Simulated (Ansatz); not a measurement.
## HfN: geometry relaxation

- system: HfN (4 atoms in the cell)
- method: DFT r2SCAN, scalar-relativistic, plane waves, PAW (Ansatz 0.2.0)

The structure derives from a Materials Project entry. The run did not end well. It belongs to a series of runs on one base structure; here: uniaxial strain along c, a, b and atoms relaxed: +2.0 %. Figures and captions count atoms from 1; the log counts them from 0 in places.

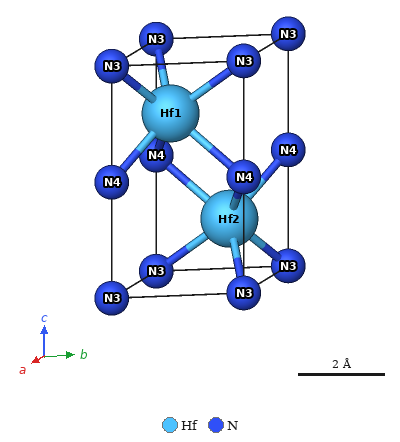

*The input geometry (ball-and-stick view of the cell of the calculation, seen slightly off an axis; atoms are numbered from 1 in the order of the input). An atom can appear more than once, as a periodic image.*

### Outcome

| quantity | value |
| --- | --- |
| outcome | stopped at the time limit |
| space group (tolerance 0.01 Å) | P6₃/mmc (194) |
| final cell | a = 3.133 Å, b = 3.133 Å, c = 5.534 Å, α = 90.00°, β = 90.00°, γ = 120.00° |
| hardware | 1 thread of AMD EPYC (Zen 3), 189 GiB of memory available, shared host |
| wall time | 11 min |
| peak memory | 1.2 GiB |

The run was cut off by its time limit, so the output is incomplete.

### The input
```yaml
crystal:
  lattice:
    - [3.1285795781, 0.0, 0.0]
    - [-1.564289789, 2.7094293924, 0.0]
    - [0.0, 0.0, 5.5337498665]
  atoms:
    - { symbol: Hf, position: [0.6666666667, 0.3333333333, 0.75] }
    - { symbol: Hf, position: [0.3333333333, 0.6666666667, 0.25] }
    - { symbol: "N", position: [0.0, 0.0, 0.0] }
    - { symbol: "N", position: [0.0, 0.0, 0.5] }
basis:
  ecutwfc: 500
kpoints:
  mp_grid: { grid: [18, 18, 10] }
hamiltonian:
  xc: r2scan
scf:
  occupations: { method: gaussian, width: 0.1 }
output:
  forces: true
  stress: true
  eigenvalues: true
relax:
  adjacent_minimum: "off"
  f_tol: 0.008
  max_steps: 40
  cell: { stress_tol: 0.015, fix: [c, angles] }
```

Launched with:
```bash
ansatz run input.yaml --threads 1 --pin off --max-ram 2560MiB --backend cpu --events-out ev --progress --plain --runs-dir out
```

### The program's output
```
Warning: crystal.symmetry: narrowed to the stabiliser of the fixed cell quantities (relax.cell.fix) — unitary ops 24 → 8. The narrowing is safe, since a smaller group never makes results wrong: the run goes on under it, on as many k-points as the starting group would need, or more. Excluded: 16 operations that would move a fixed cell quantity at a test strain (relax.cell.fix fixes c, alpha, beta, gamma). The cell can leave their symmetry as it relaxes.
Engine: ansatz 0.2.0, x86_64-unknown-linux-gnu
Pseudopotentials: kind: paw
Pseudopotential: Hf, paw, valence charge 26, recommended cutoff 500 eV (meta_gga), Hf.paw.azcp
Pseudopotential: N, paw, valence charge 5, recommended cutoff 500 eV (meta_gga), N.paw.azcp
Functional definition: r2SCAN
  parameter k0 = 0.174
  parameter k1 = 0.065
  parameter a1 = 4.9479
  exchange = r2scan_x(k0 = k0, k1 = k1, a1 = a1)
  correlation = r2scan_c
Crystal: 4 atoms, lattice volume = 46.908 Å³
Basis set: ecut = 500 eV, 1173 PW (Γ), exchange–correlation on 96×96×180 points (64 copies of the dense FFT grid, shifted against one another)
Bands: 38, of which v1, the nominal top of the filled ones, is band 31 counted from 1 (30 counted from 0)
Symmetry: 8 space group operations
k-points: 546 of 3240
Non-local potential: Hf, projectors of the file, l = 0: 3, l = 1: 2, l = 2: 2, l = 3: 3
Non-local potential: N, projectors of the file, l = 0: 2, l = 1: 2, l = 2: 1
PAW form: soft (Blöchl's): semilocal exchange-correlation on the pseudo side does not see the compensation charge
PAW frozen core: Hf, regenerated for the run's functional (the file was generated under x = pbe(κ = 0.804, μ = 0.2195149727645171), c = pbe(β = 0.06672455060314922))
PAW frozen core: N, regenerated for the run's functional (the file was generated under x = pbe(κ = 0.804, μ = 0.2195149727645171), c = pbe(β = 0.06672455060314922))
PAW one-centre angular grid: Hf, 974 points (default); XC on 160 Gauss nodes
PAW one-centre angular grid: N, 302 points (default); XC on 160 Gauss nodes
Initial density: superposition of atomic densities (neutral atoms: chi_scale 0, normalization atom), corrected by the library's trained network
Initial wavefunctions: pseudopotential atomic-orbital guess
Functional: x = r2scan, c = r2scan; τ floored in thin density (d = 2e-4 eV/Å³)
SCF iter   1: F=—  HF=-32243.079551 eV  |F-HF|=—  |Δ(HF+E_count)|=         —  Δρ=1.38e-2  dr2=7.78e-2  dr2_τ=2.82e-1  ethr=1.77e-3  ⟨swp⟩=5.0  Hψ=66359  notcnv=0  defer=184
preconditioner: auto → Kerker (q_TF=auto, 2.858 Å⁻¹)  [metal: Δε(μ)=0.033 eV  Ē_g=19.291 eV  σ=0.100 eV  W_gap=0.18  n_scr=22 (ndim 8)  ℏωp=41.3 eV  f_vac=0.000  D(μ)=0.66/eV (n_scr^D=2)]
SCF iter   2: F=—  HF=-32243.192304 eV  |F-HF|=—  |Δ(HF+E_count)|=   1.13e-1  Δρ=8.19e-3  dr2=3.38e-2  dr2_τ=2.08e-3  ethr=1.25e-4  ⟨swp⟩=2.0  Hψ=44953  notcnv=0  defer=911
SCF iter   3: F=—  HF=-32243.187915 eV  |F-HF|=—  |Δ(HF+E_count)|=   4.39e-3  Δρ=5.04e-3  dr2=9.10e-3  dr2_τ=8.59e-4  ethr=5.45e-5  ⟨swp⟩=2.1  Hψ=30893  notcnv=0  defer=911
SCF iter   4: F=—  HF=-32243.187544 eV  |F-HF|=—  |Δ(HF+E_count)|=   3.71e-4  Δρ=1.53e-3  dr2=7.02e-4  dr2_τ=5.88e-5  ethr=1.47e-5  ⟨swp⟩=2.1  Hψ=26678  notcnv=0  defer=911
SCF iter   5: F=—  HF=-32243.187623 eV  |F-HF|=—  |Δ(HF+E_count)|=   7.88e-5  Δρ=3.95e-4  dr2=1.06e-4  dr2_τ=6.97e-6  ethr=1.13e-6  ⟨swp⟩=2.0  Hψ=32099  notcnv=0  defer=911
SCF iter   6: F=—  HF=-32243.187631 eV  |F-HF|=—  |Δ(HF+E_count)|=   7.82e-6  Δρ=2.58e-4  dr2=3.11e-5  dr2_τ=2.83e-6  ethr=1.70e-7  ⟨swp⟩=2.0  Hψ=32811  notcnv=0  defer=911
SCF iter   7: F=—  HF=-32243.187631 eV  |F-HF|=—  |Δ(HF+E_count)|=   1.07e-7  Δρ=5.51e-5  dr2=1.40e-6  dr2_τ=4.63e-8  ethr=5.02e-8  ⟨swp⟩=2.0  Hψ=32471  notcnv=0  defer=911
SCF iter   8: F=—  HF=-32243.187631 eV  |F-HF|=—  |Δ(HF+E_count)|=   2.08e-7  Δρ=2.54e-5  dr2=3.58e-7  dr2_τ=1.93e-8  ethr=2.26e-9  ⟨swp⟩=3.0  Hψ=36847  notcnv=0  defer=911
SCF iter   9: F=-32243.187631 eV  HF=-32243.187631 eV  |F-HF|=7.82e-9  |Δ(HF+E_count)|=   3.38e-8  Δρ=3.71e-6  dr2=8.03e-9  dr2_τ=3.38e-10  ethr=1.61e-10  ⟨swp⟩=8.4  Hψ=83196  notcnv=0
SCF 1 converged in 9 iterations: F = -32243.187631 eV  dr2 = 8.03e-9
  greatest PAW one-centre occupation: 0.998 electrons in one spin orbital (limit 2), on the Hf atom at site 1 (counted from 0), in its partial waves of l = 3
relax step   1: F+E_penalty+E_count = -32243.18763104 eV  Δ(F+E_penalty+E_count) = +0.000e0 eV  max|allowed force component| = 1.401e-7 eV/Å  Δτ_max = 0.0000 Å  P = -2.662 GPa  Ω = 46.908 Å³  fix = [c, alpha, beta, gamma]  reactions: c -9.768 GPa; gamma -0.000 GPa/rad  (9 SCF iters, dr2 threshold 1.00e-7 eV, accepted)
Crystal: 4 atoms, lattice volume = 47.151 Å³
Initial density: handed on by an earlier stage of this run
Initial wavefunctions: those handed on with the density
iter 1 solved again at ethr=1.33e-7 eV; its pass at ethr=3.10e-3 eV (dr2=8.23e-5 eV) is discarded
SCF iter   1: F=—  HF=-32243.186107 eV  |F-HF|=—  |Δ(HF+E_count)|=         —  Δρ=4.74e-4  dr2=6.96e-5  dr2_τ=1.28e-3  ethr=1.33e-7  ⟨swp⟩=2.1  Hψ=93151  notcnv=0
preconditioner: auto → Kerker (q_TF=auto, 2.856 Å⁻¹)  [metal: Δε(μ)=0.031 eV  Ē_g=19.067 eV  σ=0.100 eV  W_gap=0.17  n_scr=22 (ndim 8)  ℏωp=41.2 eV  f_vac=0.000  D(μ)=0.68/eV (n_scr^D=2)]
SCF iter   2: F=—  HF=-32243.187575 eV  |F-HF|=—  |Δ(HF+E_count)|=   1.47e-3  Δρ=3.59e-4  dr2=6.02e-5  dr2_τ=2.48e-6  ethr=1.12e-7  ⟨swp⟩=2.0  Hψ=37777  notcnv=0
SCF iter   3: F=—  HF=-32243.187569 eV  |F-HF|=—  |Δ(HF+E_count)|=   5.92e-6  Δρ=1.33e-4  dr2=6.67e-6  dr2_τ=2.46e-6  ethr=9.71e-8  ⟨swp⟩=2.0  Hψ=33294  notcnv=0
SCF iter   4: F=—  HF=-32243.187571 eV  |F-HF|=—  |Δ(HF+E_count)|=   1.82e-6  Δρ=5.92e-5  dr2=1.78e-6  dr2_τ=5.62e-8  ethr=1.08e-8  ⟨swp⟩=2.6  Hψ=35703  notcnv=0
SCF iter   5: F=—  HF=-32243.187571 eV  |F-HF|=—  |Δ(HF+E_count)|=   6.90e-7  Δρ=2.16e-5  dr2=2.46e-7  dr2_τ=1.19e-8  ethr=6.45e-10  ⟨swp⟩=3.3  Hψ=86912  notcnv=0
SCF iter   6: F=-32243.187571 eV  HF=-32243.187571 eV  |F-HF|=6.95e-8  |Δ(HF+E_count)|=   4.92e-7  Δρ=1.32e-5  dr2=7.32e-8  dr2_τ=9.85e-9  ethr=3.97e-10  ⟨swp⟩=4.9  Hψ=78299  notcnv=0
SCF 2 converged in 6 iterations: F = -32243.187571 eV  dr2 = 7.32e-8
relax step   2: F+E_penalty+E_count = -32243.18757087 eV  Δ(F+E_penalty+E_count) = +6.017e-5 eV  max|allowed force component| = 2.472e-9 eV/Å  Δτ_max = 0.0000 Å  P = -4.023 GPa  Ω = 47.151 Å³  energy of the carried Pulay correction = -6.524e-5 eV  fix = [c, alpha, beta, gamma]  reactions: c -10.315 GPa; gamma -0.000 GPa/rad  (6 SCF iters, dr2 threshold 4.00e-7 eV, accepted)
Crystal: 4 atoms, lattice volume = 47.030 Å³
iter 1 solved again at ethr=3.14e-8 eV; its pass at ethr=3.10e-3 eV (dr2=1.95e-5 eV) is discarded
SCF iter   1: F=—  HF=-32243.187572 eV  |F-HF|=—  |Δ(HF+E_count)|=         —  Δρ=2.35e-4  dr2=1.65e-5  dr2_τ=3.17e-4  ethr=3.14e-8  ⟨swp⟩=2.1  Hψ=91064  notcnv=0
preconditioner: auto → Kerker (q_TF=auto, 2.857 Å⁻¹)  [metal: Δε(μ)=0.023 eV  Ē_g=19.073 eV  σ=0.100 eV  W_gap=0.13  n_scr=22 (ndim 8)  ℏωp=41.2 eV  f_vac=0.000  D(μ)=0.67/eV (n_scr^D=2)]
SCF iter   2: F=—  HF=-32243.187937 eV  |F-HF|=—  |Δ(HF+E_count)|=   3.65e-4  Δρ=1.77e-4  dr2=1.42e-5  dr2_τ=6.17e-7  ethr=2.67e-8  ⟨swp⟩=2.0  Hψ=37777  notcnv=0
SCF iter   3: F=—  HF=-32243.187936 eV  |F-HF|=—  |Δ(HF+E_count)|=   1.23e-6  Δρ=6.49e-5  dr2=1.51e-6  dr2_τ=6.09e-7  ethr=2.28e-8  ⟨swp⟩=2.0  Hψ=33297  notcnv=0
SCF iter   4: F=—  HF=-32243.187936 eV  |F-HF|=—  |Δ(HF+E_count)|=   4.22e-7  Δρ=2.96e-5  dr2=4.28e-7  dr2_τ=1.60e-8  ethr=2.44e-9  ⟨swp⟩=2.3  Hψ=34407  notcnv=0
SCF iter   5: F=—  HF=-32243.187937 eV  |F-HF|=—  |Δ(HF+E_count)|=   1.66e-7  Δρ=1.07e-5  dr2=6.52e-8  dr2_τ=9.60e-10  ethr=6.45e-10  ⟨swp⟩=4.7  Hψ=77224  notcnv=0
SCF iter   6: F=-32243.187936 eV  HF=-32243.187936 eV  |F-HF|=1.20e-8  |Δ(HF+E_count)|=   1.47e-7  Δρ=5.57e-6  dr2=1.50e-8  dr2_τ=1.90e-9  ethr=1.05e-10  ⟨swp⟩=4.3  Hψ=71891  notcnv=0
SCF 3 converged in 6 iterations: F = -32243.187936 eV  dr2 = 1.50e-8
relax step   3: F+E_penalty+E_count = -32243.18793638 eV  Δ(F+E_penalty+E_count) = -3.655e-4 eV  max|allowed force component| = 4.687e-8 eV/Å  Δτ_max = 0.0000 Å  P = -3.351 GPa  Ω = 47.030 Å³  energy of the carried Pulay correction = -3.286e-5 eV  fix = [c, alpha, beta, gamma]  reactions: c -10.046 GPa; gamma -0.000 GPa/rad  (6 SCF iters, dr2 threshold 4.00e-7 eV, accepted)
Initial wavefunctions: pseudopotential atomic-orbital guess (no wavefunctions were taken with the density)
iter 1 solved again at ethr=2.19e-8 eV; its pass at ethr=3.10e-3 eV (dr2=1.36e-5 eV) is discarded
SCF iter   1: F=—  HF=-32243.187968 eV  |F-HF|=—  |Δ(HF+E_count)|=         —  Δρ=6.95e-6  dr2=1.64e-8  dr2_τ=7.05e-9  ethr=2.19e-8  ⟨swp⟩=3.2  Hψ=125609  notcnv=0
preconditioner: auto → Kerker (q_TF=auto, 2.857 Å⁻¹)  [metal: Δε(μ)=0.023 eV  Ē_g=19.074 eV  σ=0.100 eV  W_gap=0.13  n_scr=22 (ndim 8)  ℏωp=41.2 eV  f_vac=0.000  D(μ)=0.67/eV (n_scr^D=2)]
SCF iter   2: F=—  HF=-32243.187968 eV  |F-HF|=—  |Δ(HF+E_count)|=   1.95e-7  Δρ=5.13e-6  dr2=9.27e-9  dr2_τ=1.18e-9  ethr=2.64e-11  ⟨swp⟩=2.1  Hψ=37802  notcnv=0
SCF iter   3: F=—  HF=-32243.187968 eV  |F-HF|=—  |Δ(HF+E_count)|=   9.00e-9  Δρ=2.20e-6  dr2=2.37e-9  dr2_τ=2.57e-10  ethr=1.49e-11  ⟨swp⟩=2.0  Hψ=34912  notcnv=0
```

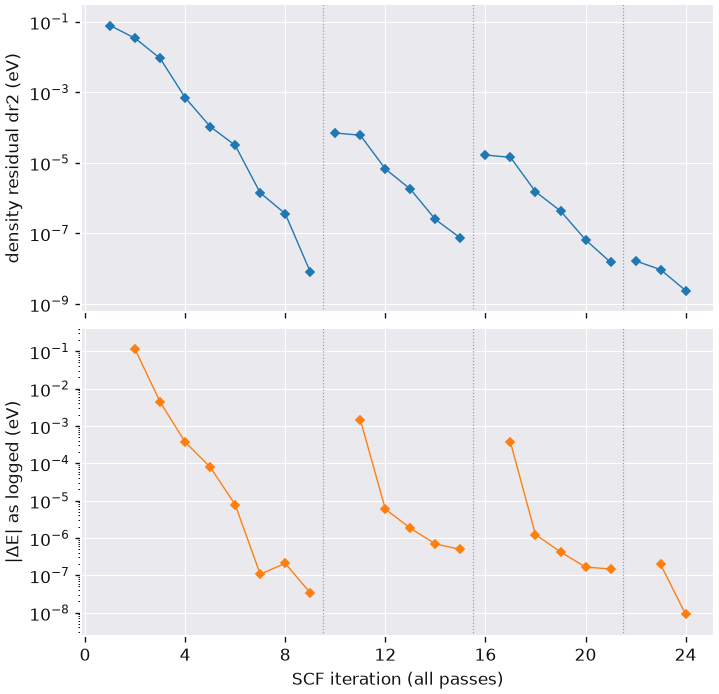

*Convergence of the self-consistent field: density residual dr2 and size of the energy change against the SCF iteration. Dotted lines part the SCF passes that the log prints in full.*

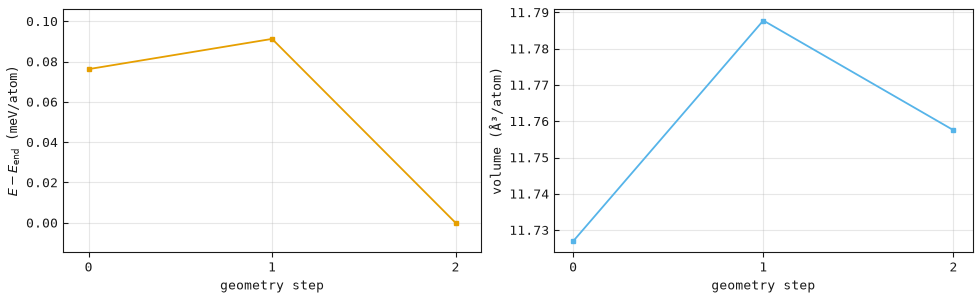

*Progress of the relaxation, step by step (the first geometry is step 0 here and step 1 in the log).*

The run was cut off at its time limit before the relaxation converged, so the last structure is only a point on the way. No atom moves by more than 0.005 Å relative to the cell. The volume changes by +0.3 %, with a = b 3.129 → 3.133 Å (+0.1 %), c stays at 5.534 Å. Among the contacts that change: Hf1–Hf1 3.129 → 3.133 Å. The space group stays P6_3/mmc (No. 194). Over 2 geometry steps the energy falls by 0.1 meV per atom. All forces vanish by symmetry, so only the cell relaxes. The pressure goes from −2.66 to −3.35 GPa. (Atoms are counted from 1 in the order of the input.)

```
Step cancelled. What follows is not a result of the run: it is the report of the last solve that finished, which converged after 6 SCF iterations.
Free energy (F): -32243.187936 eV
Harris-Foulkes:  -32243.187936 eV  (|F-HF|=1.20e-8)
Internal energy: -32243.184563 eV  (E = F + TS)
E sigma→0 (E₀):  -32243.186250 eV
Entropy (-TS):   -0.003374 eV (-0.843 meV/atom)
Fermi energy:    22.944526 eV
--- Per-component energies (eV) ---
  E_band       = 291.275330
  E_kinetic    = 1113.139788
  E_local      = -9565.489114  (includes V_loc(G=0)·N_el)
  E_nonlocal   = -2406.777869
  E_hartree    = 4532.968952
  E_xc         = -688.822632
  E_vxc        = -759.272935  (∫ρ·V_xc dr)
  E_paw        = -14161.196691  (= ΣΔE_a)
  E_vpaw       = 2805.362404  (= ΣTr[D̂ρ^β])
  E_aug_tail   = 0.000035  (compensation charges beyond the density's cutoff)
  E_vtau       = 38.380713  (kinetic-family band-sum trace: ∫τ·v_τ [+ j·A + Jᵃ·Aᵃ] dr)
  E_ewald      = -11067.590948
  E_core_change = 0.583914  (= ΣΔE_core)
  E_smearing   = -0.003374  (= −TS)
  E_closure    = 0.000000  (closes the sum)
  Σ components = -32243.187936   (vs F -32243.187936, Δ=0.00e0)
--- Forces (eV/Å), atoms counted from 1 ---
  atom   1  Hf     0.00000005    -0.00000003     0.00000000
  atom   2  Hf    -0.00000005     0.00000003     0.00000000
  atom   3  N      0.00000000    -0.00000000     0.00000000
  atom   4  N      0.00000000     0.00000000     0.00000000
  max |Σ_I F_I| component: 1.58e-30 eV/Å
--- Stress (GPa, compression-positive) ---
       -0.046505       0.000001       0.000000
        0.000001      -0.046504       0.000000
        0.000000       0.000000     -10.088710
  P = ⅓ Tr σ = -3.3939 GPa (-33.939 kbar)
--- Band table (eV; the first three rows and the last of 546) ---
  k-point 0: bands = ["-41.3387", "-41.2982", "-9.9628", "-9.1906", "-9.0505", "-9.0505", "-9.0050", "-9.0050", "4.8850", "7.5316", "10.2487", "10.2527", "10.2655", "10.2655", "10.3078", "10.3228", "10.3228", "10.3253", "10.3253", "10.3403", "10.3403", "10.3940", "10.3955", "10.3980", "14.1491", "18.1526", "18.1526", "19.2939", "19.2939", "20.8537", "22.2492", "23.8276", "23.8276", "24.2776", "25.0423", "25.1754", "25.1754", "28.5370"]
  k-point 1: bands = ["-41.3377", "-41.2992", "-9.9453", "-9.2111", "-9.0494", "-9.0494", "-9.0061", "-9.0061", "4.9388", "7.4456", "10.2499", "10.2549", "10.2657", "10.2657", "10.3079", "10.3176", "10.3176", "10.3270", "10.3270", "10.3439", "10.3439", "10.3902", "10.3940", "10.3955", "14.2799", "18.1648", "18.1648", "19.2387", "19.2387", "20.3602", "22.6651", "23.9461", "23.9461", "24.3779", "25.0497", "25.2580", "25.2580", "28.4238"]
  k-point 2: bands = ["-41.3348", "-41.3021", "-9.8942", "-9.2701", "-9.0462", "-9.0462", "-9.0093", "-9.0093", "5.0965", "7.2072", "10.2535", "10.2604", "10.2666", "10.2666", "10.3076", "10.3076", "10.3082", "10.3316", "10.3316", "10.3491", "10.3491", "10.3709", "10.3941", "10.3954", "14.6508", "18.2031", "18.2031", "19.0931", "19.0931", "19.4779", "23.3143", "24.2776", "24.2776", "24.6695", "25.0626", "25.4954", "25.4954", "28.1091"]
  k-point 545: bands = ["-41.2652", "-41.2652", "-9.9066", "-9.9066", "-9.3279", "-9.3279", "-9.2062", "-9.2062", "6.7058", "6.7058", "10.3031", "10.3031", "10.3075", "10.3075", "10.3121", "10.3121", "10.3293", "10.3293", "10.3437", "10.3437", "10.3463", "10.3463", "10.3843", "10.3843", "16.1425", "16.1425", "17.2427", "17.2427", "18.3504", "18.3504", "22.6354", "22.6354", "27.9192", "27.9192", "27.9945", "27.9945", "28.8918", "28.8918"]
End of that report.
Error: SIGTERM received: cancelled by the caller after 3 completed SCF iterations
```

### Trajectory as extended XYZ (Å, eV, eV/Å), 3 frames, from step=1 to step=3
```
4
Lattice="3.1286 0.0000 0.0000 -1.5643 2.7094 0.0000 0.0000 0.0000 5.5338" Properties=species:S:1:pos:R:3:forces:R:3 step=1 energy=-32243.18763 pressure_GPa=-2.66
Hf    1.5643    0.9031    4.1503    0.0000   0.0000   0.0000
Hf    0.0000    1.8063    1.3834    0.0000   0.0000   0.0000
N     0.0000    0.0000    0.0000    0.0000   0.0000   0.0000
N     0.0000    0.0000    2.7669    0.0000   0.0000   0.0000
4
Lattice="3.1367 0.0000 0.0000 -1.5683 2.7164 0.0000 0.0000 0.0000 5.5338" Properties=species:S:1:pos:R:3:forces:R:3 step=2 energy=-32243.18757 pressure_GPa=-4.02
Hf    1.5683    0.9055    4.1503    0.0000   0.0000   0.0000
Hf    0.0000    1.8110    1.3834    0.0000   0.0000   0.0000
N     0.0000    0.0000    0.0000    0.0000   0.0000   0.0000
N     0.0000    0.0000    2.7669    0.0000   0.0000   0.0000
4
Lattice="3.1327 0.0000 0.0000 -1.5663 2.7130 0.0000 0.0000 0.0000 5.5338" Properties=species:S:1:pos:R:3:forces:R:3 step=3 energy=-32243.18794 pressure_GPa=-3.35
Hf    1.5663    0.9043    4.1503    0.0000   0.0000   0.0000
Hf    0.0000    1.8086    1.3834    0.0000   0.0000   0.0000
N     0.0000    0.0000    0.0000    0.0000   0.0000   0.0000
N     0.0000    0.0000    2.7669    0.0000   0.0000   0.0000
```
